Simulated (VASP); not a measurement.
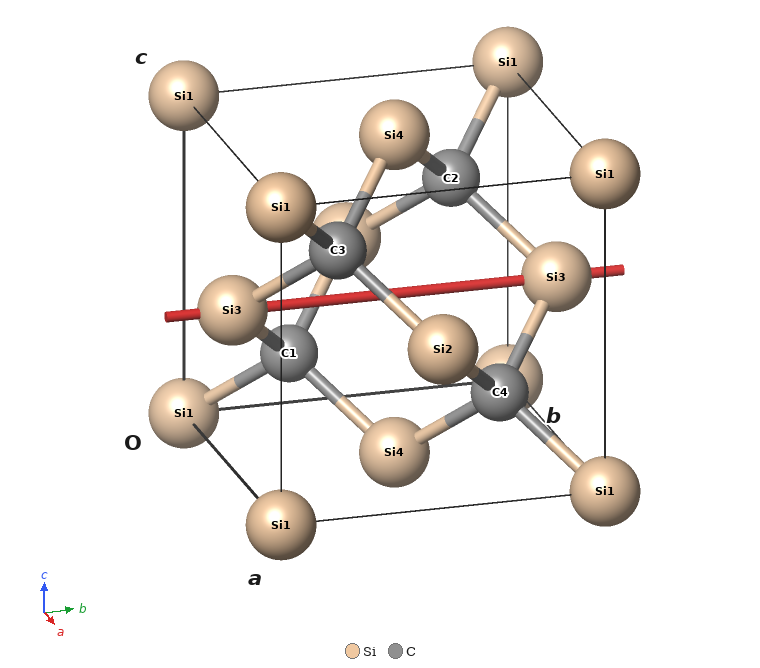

Crystal: SiC, the geometry relaxed with VASP Kohn-Sham DFT of a periodic cell, PBE, VASP PAW PBE potentials, recommended, release 54 (VASP). The coloured rod is the axis of a symmetry operation of the crystal. All values are computed from the atomic coordinates in the standard setting (tolerance 0.002 Å).

a = 4.378 Å, b = 4.378 Å, c = 4.378 Å, α = 90.00°, β = 90.00°, γ = 90.00°.

```tsv
atom	x	y	z
Si1	0.0000	0.0000	0.0000
C1	0.2500	0.2500	0.2500
Si2	0.0000	0.5000	0.5000
C2	0.2500	0.7500	0.7500
Si3	0.5000	0.0000	0.5000
C3	0.7500	0.2500	0.7500
Si4	0.5000	0.5000	0.0000
C4	0.7500	0.7500	0.2500
```

Take the operation x, y, z → −x+1, y, −z+1.

**What kind of operation is it, and where does it lie?**

It is a 2-fold rotation, about the line along [0 1 0] through (1/2, 1/2, 1/2).

**Onto which atom does it carry each atom (up to whole multiples of a, b and c)?**

Si1 → Si1, C1 → C3, Si2 → Si2, C2 → C4, Si3 → Si3, C3 → C1, Si4 → Si4, C4 → C2.
